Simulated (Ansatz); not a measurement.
# Geometry relaxation, with input and output: Sn$_{16}$HSe$_{16}$ (charge −1) (part 4 of 4)

The same run, continued: Sn$_{16}$HSe$_{16}$ (defect cell, 33 atoms in the cell, total charge −1); DFT PBE, scalar-relativistic, plane waves, PAW, no spin polarisation (Ansatz 0.2.0); cutoff 420 eV, 2×2×2 k-mesh, Gaussian smearing of 0.01 eV. The structure derives from a Materials Project entry. It belongs to a series of runs on one base structure; here: H interstitial, charge -1, atoms relaxed at the host's cell.

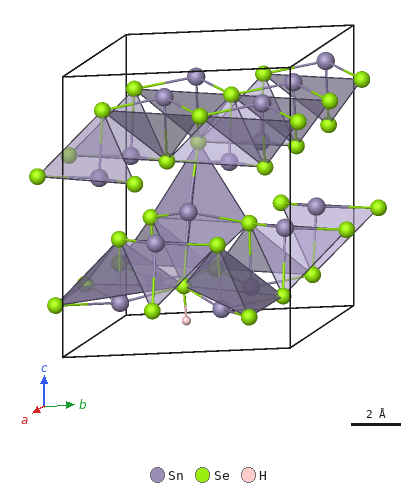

Fig. 1: The geometry at step 8 of the log (polyhedral view of the cell of the calculation, seen slightly off an axis; polyhedra are completed across the faces of the cell).

Trajectory as extended XYZ, continued:
```
33
Lattice="0.0000 0.0000 9.1346 0.0000 8.4108 -4.5673 -11.7848 0.0000 0.0000" Properties=species:S:1:pos:R:3:forces:R:3 step=6 energy=-183912.24948
Sn   -4.8074    3.1613    1.6224   -0.0200   0.0005   0.0060
Sn   -4.4392    3.1603    6.3654    0.0050   0.0003   0.0072
Sn   -4.4502    7.3673    1.8251   -0.0089  -0.0053   0.0039
Sn   -4.4488    7.3651   -2.7406   -0.0107   0.0051   0.0053
Sn   -1.3877    0.9815    4.2084   -0.0020  -0.0053  -0.0130
Sn   -1.4038    1.0857   -0.4367    0.0021   0.0021  -0.0021
Sn   -1.3894    5.3372    4.2103   -0.0001   0.0083  -0.0134
Sn   -1.4015    5.2345   -0.4354    0.0049  -0.0008  -0.0012
Sn   -7.3013    1.0481    2.8230    0.0109   0.0020  -0.0059
Sn   -7.2572    1.0484    7.3447   -0.0010  -0.0036   0.0024
Sn   -7.3040    5.2735    2.8245    0.0126  -0.0025  -0.0057
Sn   -7.2557    5.2735   -1.7901   -0.0020   0.0041   0.0024
Sn  -10.2833    3.1613    0.4770    0.0029  -0.0020   0.0087
Sn  -10.3422    3.1610    5.1339    0.0043   0.0008  -0.0156
Sn  -10.3201    7.3523    0.5527   -0.0020   0.0001   0.0010
Sn  -10.3226    7.3808    5.1224   -0.0004  -0.0010   0.0032
Se  -10.0258    1.0788    2.4013   -0.0091   0.0037  -0.0012
Se  -10.0175    1.0588    7.0009   -0.0016  -0.0077   0.0017
Se  -10.0272    5.2429    2.4006   -0.0086  -0.0028   0.0001
Se  -10.0171    5.2630   -2.1330   -0.0020   0.0083   0.0003
Se   -4.1230    1.0472    4.5114    0.0013  -0.0034  -0.0057
Se   -4.1567    1.0450   -0.0955    0.0014   0.0022   0.0038
Se   -4.1241    5.2744    4.5122    0.0010   0.0024  -0.0060
Se   -4.1552    5.2772   -0.0957   -0.0011  -0.0012   0.0030
Se   -7.4865    3.1606    0.1288   -0.0089  -0.0015   0.0137
Se   -7.5738    3.1606    4.7276    0.0001   0.0002   0.0006
Se   -7.5648    7.3615    0.1411    0.0035  -0.0017  -0.0050
Se   -7.5664    7.3709    4.7088    0.0022   0.0029  -0.0027
Se   -1.8663    3.1620    2.3077   -0.0165  -0.0024  -0.0024
Se   -1.6726    3.1615    6.7711   -0.0080  -0.0019   0.0125
Se   -1.6727    7.4029    2.2391    0.0088   0.0033   0.0029
Se   -1.6702    7.3284   -2.3282    0.0077  -0.0033   0.0029
H   -12.1540    3.1579    1.8354    0.0344   0.0002  -0.0017
33
Lattice="0.0000 0.0000 9.1346 0.0000 8.4108 -4.5673 -11.7848 0.0000 0.0000" Properties=species:S:1:pos:R:3:forces:R:3 step=7 energy=-183912.25019
Sn   -4.7973    3.1618    1.6382   -0.0347   0.0002  -0.0114
Sn   -4.4356    3.1598    6.3671    0.0033   0.0012  -0.0008
Sn   -4.4514    7.3681    1.8277   -0.0032  -0.0039  -0.0033
Sn   -4.4509    7.3647   -2.7372   -0.0046   0.0023  -0.0032
Sn   -1.3896    0.9833    4.1958    0.0010  -0.0052  -0.0170
Sn   -1.4074    1.0867   -0.4310    0.0013   0.0064  -0.0072
Sn   -1.3926    5.3397    4.2022    0.0035   0.0030  -0.0212
Sn   -1.4039    5.2341   -0.4300    0.0028  -0.0047  -0.0077
Sn   -7.2982    1.0478    2.8165    0.0057   0.0039   0.0027
Sn   -7.2641    1.0523    7.3448    0.0033  -0.0071   0.0049
Sn   -7.3011    5.2731    2.8179    0.0074  -0.0039   0.0043
Sn   -7.2627    5.2694   -1.7896    0.0024   0.0069   0.0047
Sn  -10.2841    3.1594    0.4867   -0.0042   0.0016   0.0017
Sn  -10.3373    3.1619    5.1253    0.0016  -0.0021  -0.0077
Sn  -10.3193    7.3508    0.5526   -0.0023   0.0029   0.0021
Sn  -10.3208    7.3815    5.1207   -0.0014  -0.0027   0.0032
Se  -10.0267    1.0773    2.4049   -0.0039   0.0012   0.0001
Se  -10.0217    1.0569    6.9986   -0.0017   0.0006  -0.0064
Se  -10.0278    5.2432    2.4055   -0.0042  -0.0029  -0.0028
Se  -10.0215    5.2649   -2.1366   -0.0016   0.0013  -0.0035
Se   -4.1228    1.0463    4.5077   -0.0026   0.0003   0.0013
Se   -4.1598    1.0460   -0.0912    0.0032   0.0021   0.0096
Se   -4.1251    5.2748    4.5091   -0.0041  -0.0008   0.0020
Se   -4.1577    5.2766   -0.0919    0.0022  -0.0016   0.0094
Se   -7.4937    3.1602    0.1357    0.0083  -0.0011   0.0116
Se   -7.5689    3.1601    4.7241   -0.0049   0.0010  -0.0039
Se   -7.5643    7.3610    0.1379    0.0023  -0.0027  -0.0044
Se   -7.5650    7.3712    4.7056    0.0007   0.0030  -0.0026
Se   -1.8668    3.1626    2.2889    0.0259  -0.0001   0.0182
Se   -1.6731    3.1614    6.7776   -0.0062  -0.0016   0.0098
Se   -1.6715    7.4079    2.2372    0.0011  -0.0024   0.0078
Se   -1.6692    7.3226   -2.3323    0.0004   0.0043   0.0118
H   -12.1368    3.1579    1.8522    0.0031   0.0005  -0.0022
33
Lattice="0.0000 0.0000 9.1346 0.0000 8.4108 -4.5673 -11.7848 0.0000 0.0000" Properties=species:S:1:pos:R:3:forces:R:3 step=8 energy=-183912.24262 accepted=F
Sn   -4.8302    3.1607    1.6285    0.0704  -0.0017   0.0683
Sn   -4.4366    3.1651    6.3613    0.0053  -0.0091  -0.0106
Sn   -4.4528    7.3697    1.8226   -0.0156   0.0141   0.0080
Sn   -4.4566    7.3578   -2.7432    0.0010  -0.0041   0.0090
Sn   -1.3852    0.9848    4.1603   -0.0234   0.0039   0.0620
Sn   -1.4007    1.0891   -0.4397    0.0008   0.0192   0.0201
Sn   -1.3778    5.3370    4.1444   -0.0415  -0.0031   0.0725
Sn   -1.3972    5.2304   -0.4408   -0.0082  -0.0190   0.0224
Sn   -7.3011    1.0467    2.8197    0.0159   0.0038   0.0064
Sn   -7.2568    1.0482    7.3627   -0.0156   0.0150  -0.0171
Sn   -7.2989    5.2803    2.8283    0.0143  -0.0106  -0.0092
Sn   -7.2607    5.2680   -1.7725   -0.0107  -0.0140  -0.0131
Sn  -10.2993    3.1605    0.5037    0.0509  -0.0042  -0.0290
Sn  -10.3341    3.1605    5.0947   -0.0187   0.0026   0.0400
Sn  -10.3224    7.3540    0.5541   -0.0007   0.0085  -0.0086
Sn  -10.3263    7.3790    5.1280   -0.0066  -0.0051  -0.0049
Se  -10.0341    1.0760    2.4156    0.0039  -0.0044  -0.0066
Se  -10.0190    1.0633    6.9780    0.0170  -0.0041   0.0220
Se  -10.0314    5.2459    2.4092    0.0050   0.0083   0.0069
Se  -10.0230    5.2586   -2.1511    0.0163  -0.0039   0.0122
Se   -4.1266    1.0521    4.5049    0.0254  -0.0101   0.0093
Se   -4.1566    1.0457   -0.0776    0.0120  -0.0203  -0.0275
Se   -4.1231    5.2710    4.5015    0.0408   0.0146   0.0097
Se   -4.1566    5.2726   -0.0785    0.0207   0.0200  -0.0318
Se   -7.4938    3.1556    0.1608   -0.0585   0.0116  -0.0536
Se   -7.5730    3.1633    4.7161    0.0146  -0.0052   0.0057
Se   -7.5627    7.3572    0.1347   -0.0194   0.0052   0.0177
Se   -7.5659    7.3763    4.7118   -0.0170  -0.0044   0.0060
Se   -1.8579    3.1579    2.2822   -0.0300   0.0098  -0.0320
Se   -1.6792    3.1586    6.7893   -0.0041   0.0089  -0.0232
Se   -1.6699    7.4140    2.2390    0.0001   0.0079  -0.0437
Se   -1.6719    7.3238   -2.3147   -0.0058  -0.0256  -0.0696
H   -12.1072    3.1617    1.9072   -0.0387  -0.0044  -0.0178
33
Lattice="0.0000 0.0000 9.1346 0.0000 8.4108 -4.5673 -11.7848 0.0000 0.0000" Properties=species:S:1:pos:R:3:forces:R:3 step=9 energy=-183912.25094
Sn   -4.8073    3.1617    1.6375    0.0017   0.0002  -0.0002
Sn   -4.4360    3.1607    6.3652   -0.0032  -0.0001   0.0037
Sn   -4.4541    7.3679    1.8280    0.0010  -0.0028   0.0005
Sn   -4.4540    7.3640   -2.7373    0.0012   0.0027   0.0013
Sn   -1.3895    0.9804    4.1882    0.0035  -0.0058  -0.0013
Sn   -1.4038    1.0905   -0.4344   -0.0012  -0.0011  -0.0016
Sn   -1.3896    5.3408    4.1893    0.0029   0.0056  -0.0004
Sn   -1.4005    5.2308   -0.4339   -0.0013   0.0012  -0.0005
Sn   -7.2973    1.0487    2.8189   -0.0011   0.0004   0.0017
Sn   -7.2616    1.0498    7.3489    0.0009  -0.0012   0.0004
Sn   -7.2987    5.2732    2.8215   -0.0021  -0.0008   0.0010
Sn   -7.2613    5.2714   -1.7857    0.0015   0.0010   0.0000
Sn  -10.2851    3.1601    0.4864    0.0034   0.0004   0.0025
Sn  -10.3383    3.1609    5.1201   -0.0033   0.0001  -0.0019
Sn  -10.3219    7.3529    0.5525   -0.0002  -0.0018   0.0021
Sn  -10.3244    7.3796    5.1226   -0.0001   0.0011   0.0018
Se  -10.0273    1.0776    2.4053    0.0002  -0.0001  -0.0018
Se  -10.0202    1.0579    6.9944   -0.0002   0.0011   0.0011
Se  -10.0275    5.2435    2.4043    0.0007   0.0002  -0.0022
Se  -10.0208    5.2634   -2.1395   -0.0001  -0.0005   0.0013
Se   -4.1236    1.0458    4.5093   -0.0003   0.0026  -0.0045
Se   -4.1564    1.0464   -0.0862   -0.0020   0.0001   0.0002
Se   -4.1236    5.2757    4.5101   -0.0013  -0.0029  -0.0053
Se   -4.1548    5.2757   -0.0872   -0.0019   0.0003   0.0007
Se   -7.4928    3.1598    0.1389   -0.0014   0.0000  -0.0008
Se   -7.5711    3.1607    4.7235    0.0018  -0.0004  -0.0003
Se   -7.5656    7.3608    0.1378    0.0003   0.0003  -0.0012
Se   -7.5676    7.3718    4.7070    0.0006   0.0000  -0.0015
Se   -1.8624    3.1620    2.2922   -0.0021  -0.0004  -0.0054
Se   -1.6757    3.1611    6.7783    0.0008  -0.0009   0.0026
Se   -1.6723    7.4104    2.2372    0.0011  -0.0002   0.0027
Se   -1.6711    7.3212   -2.3298    0.0011   0.0014   0.0028
H   -12.1323    3.1582    1.8570   -0.0009   0.0001   0.0027
```

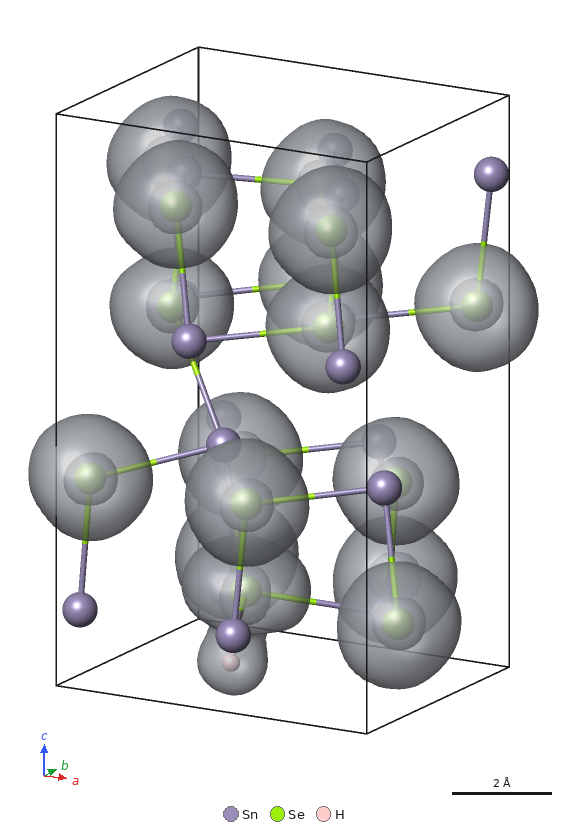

Fig. 2: Isosurface of the electron localisation function at 0.65 (grey), seen slightly off an axis. Core shells and regions of very low density are left out. Sticks mark near contacts. The outline is the calculation cell. Values along the shortest contacts: Sn–Se (2.75 Å): the ELF is about 0.55 at the midpoint; a polar contact without a shared pair, in a metal. Core electrons are frozen (PAW), so the fields are smoothed inside the atomic spheres.

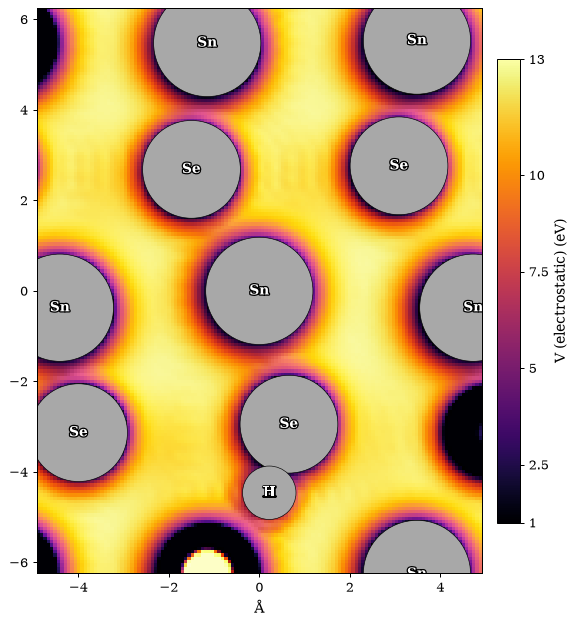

Fig. 3: Electrostatic potential (local pseudopotential plus Hartree) felt by an electron on the (010) plane of the calculation cell. Grey discs, where drawn, cover atomic cores. Atoms in the plane: Sn, Se and H. Outside the cores the potential energy rises away from the atoms and is highest about 2.2 Å from the nearest atoms; outside the discs it spans about 11 eV, and its zero is arbitrary.

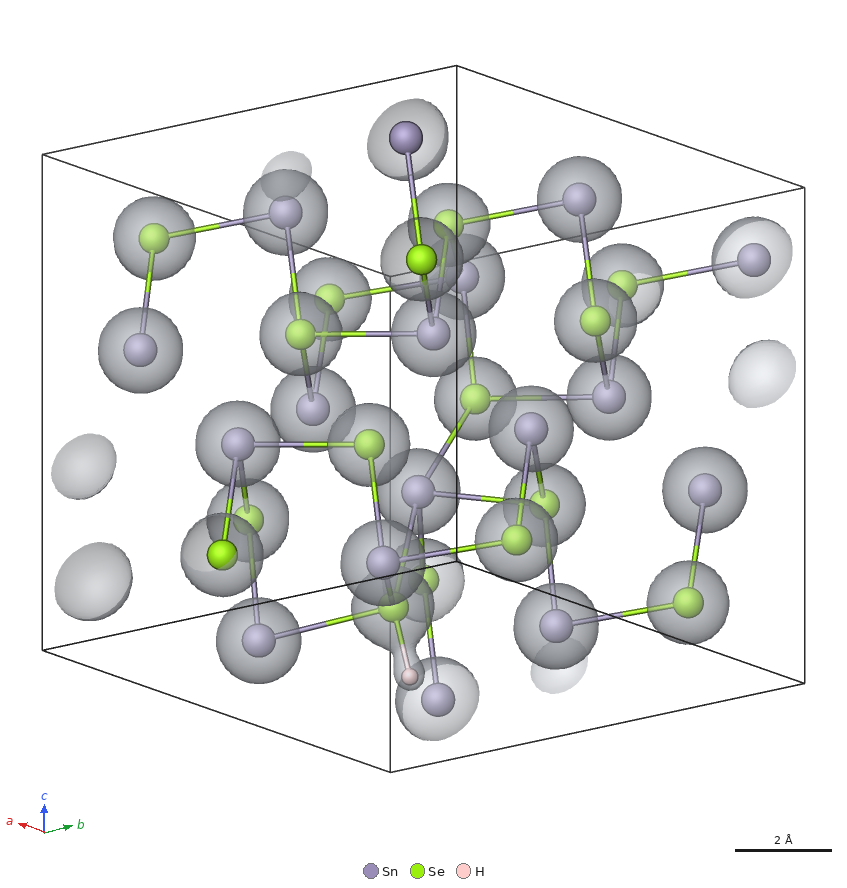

Fig. 4: Isosurface of the valence electron density at 0.8 e/Å³ (grey), seen at an oblique angle. Sticks mark near contacts. The outline is the calculation cell. At this value the density breaks into separate islands; it holds about 70 % of the electrons treated as valence (semicore included). It is pinched off along the Sn–Se (2.75 Å), Sn–Se (2.80 Å) and Sn–Se (2.84 Å) contacts. On the grid the lowest density along these lines, outside the cores, is 0.94 e/Å³ (Se–H, 1.58 Å), 0.35 e/Å³ (Sn–Se, 2.75 Å), 0.33 e/Å³ (Sn–Se, 2.80 Å) and 0.3 e/Å³ (Sn–Se, 2.84 Å).

Key numbers:

- outcome: converged
- electrons treated: 482
- free energy: −183912.2509 eV
- Fermi energy: 9.147 eV
- gap on the k-point mesh: none (metallic)
- final volume: 905.41 Å³
- largest force (length of the vector) at the end: 0.007 eV/Å
- wall time: 3.7 min (CPU time 15 min)
- peak memory: 5.4 GiB

Remarks:

The cell is charged and computed with a neutralising background, so its energy and pressure depend on the cell and aren't those of a real crystal.
